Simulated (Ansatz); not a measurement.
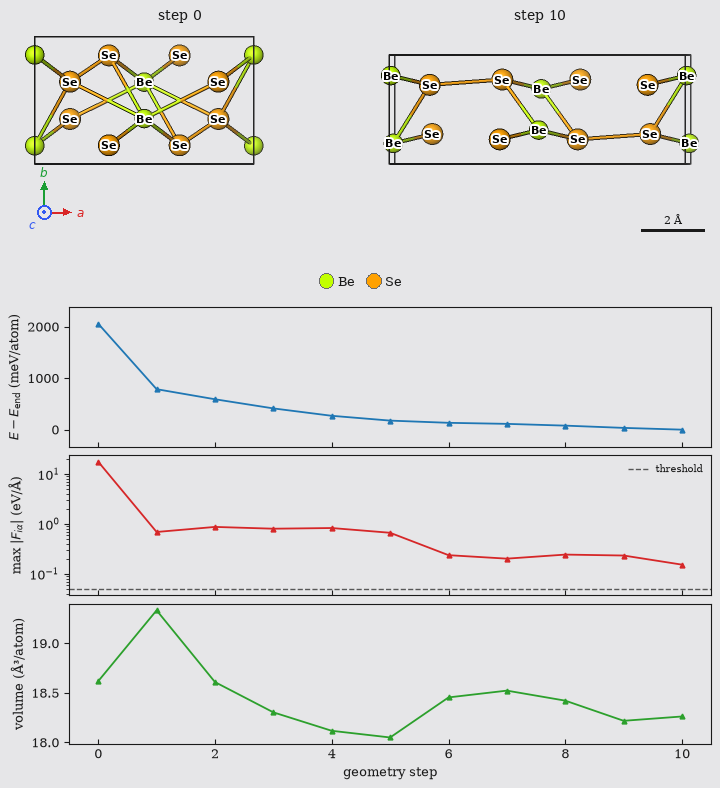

First and last geometry of a relaxation of a crystal of BeSe₂ (a generated structure, set up in C2/c) (coarse preliminary run), with the history of the run. Style: ball-and-stick. Shown: the conventional cell (2 times the calculation's cell), along the c axis. Lengths and directions refer to the drawn axes.

Case: Ba → Be, S → Se on all its sites, cell and atoms relaxed.

Theory: DFT r2SCAN, scalar-relativistic, plane waves, PAW (Ansatz). Settings: plane-wave cutoff 500 eV; k-point mesh 6 × 6 × 4; occupations gaussian; smearing width 0.1 eV; no spin polarisation; cell and atoms relaxed; force threshold 0.05 eV/Å; at most 60 steps.

What do the curves and the structures tell?

The run was cut off at its time limit before the relaxation converged, so the last structure is only a point on the way. Over 10 geometry steps the energy falls by 2059 meV per atom. The largest force component goes from 18 to 0.15 eV/Å. The pressure goes from 36.58 to 0.87 GPa. The largest moves relative to the cell, 0.43 Å, are those of Se atoms. Largest moves by element: Se 0.43 Å, Be 0.16 Å. The volume changes by −1.9 %, with a 7.997 → 10.100 Å (+26.3 %), b 4.090 → 3.504 Å (−14.3 %), c 7.756 → 6.639 Å (−14.4 %), β 118.3° → 111.1°. Some distances before and after: Be–Se 2.708 → 3.817 Å, Se–Se 1.807 → 2.455 Å, Se–Se 3.784 → 3.237 Å, Be–Se 2.763 → 2.322 Å. The space group stays C2/c (No. 15). The run took 6.2 min on 1 thread of Intel(R) Xeon(R) Platinum 8488C (Sapphire Rapids) (shared host), peak memory 0.89 GiB.
